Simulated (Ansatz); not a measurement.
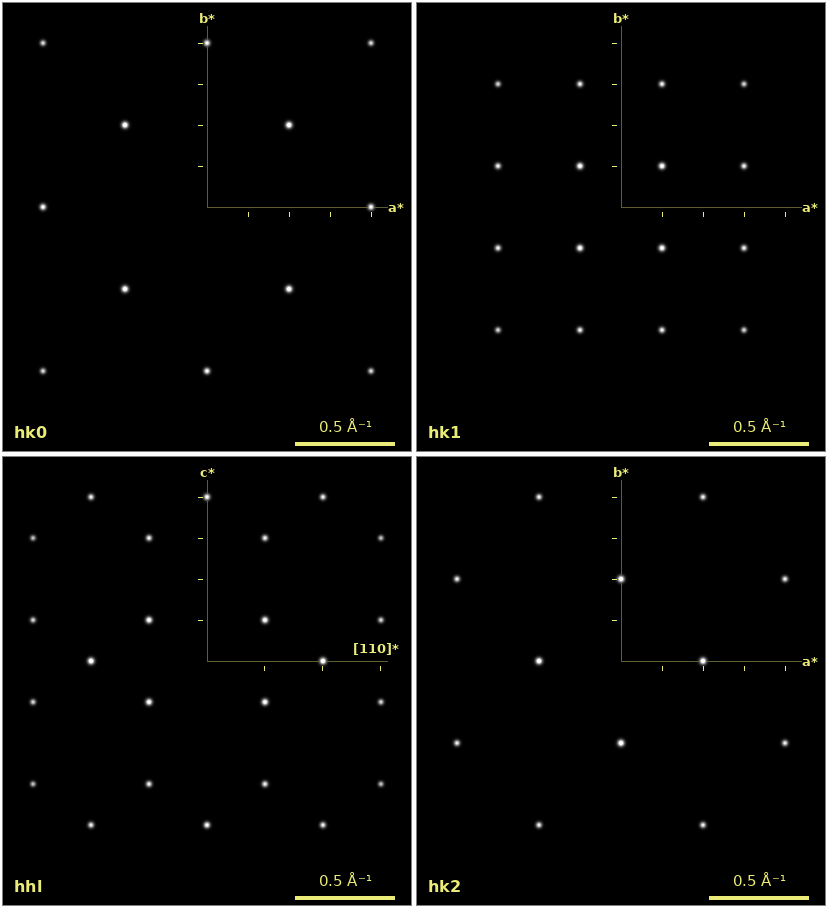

Four undistorted layers of reciprocal space, calculated for a single crystal (X-rays, kinematic |F|², B = 0.5 Å²). Tick marks count the reciprocal lattice steps of the conventional cell along each axis.

The compound is Fe. Structure: coordinates from a relaxation with DFT, PBEsol, plane waves (420 eV) with PAW, scalar-relativistic (Ansatz 0.2.0); the starting structure was generated, so it need not be a known form of this composition.

**Read the reciprocal cell and give the direct cell.**

a* = 0.208, b* = 0.208, c* = 0.208 Å⁻¹; the cell is cubic with a = 4.80 Å.

**List the systematic absences.**

Reflections are present only under these conditions. hkl: h + k = 2n, h + l = 2n; hk0: h = 2n, h + k = 4n; hhl: h + l = 2n; h00: h = 4n. The lattice is face-centred (F). Further gaps, such as 2 2 2, 4 4 2, come from atoms on special positions, not from the group's general conditions.

**Which space groups fit?**

The intensities have Laue symmetry m-3m (the hk0 layer shows 4mm, hk1 shows 4mm). With these conditions only Fd-3m (No. 227) fits.
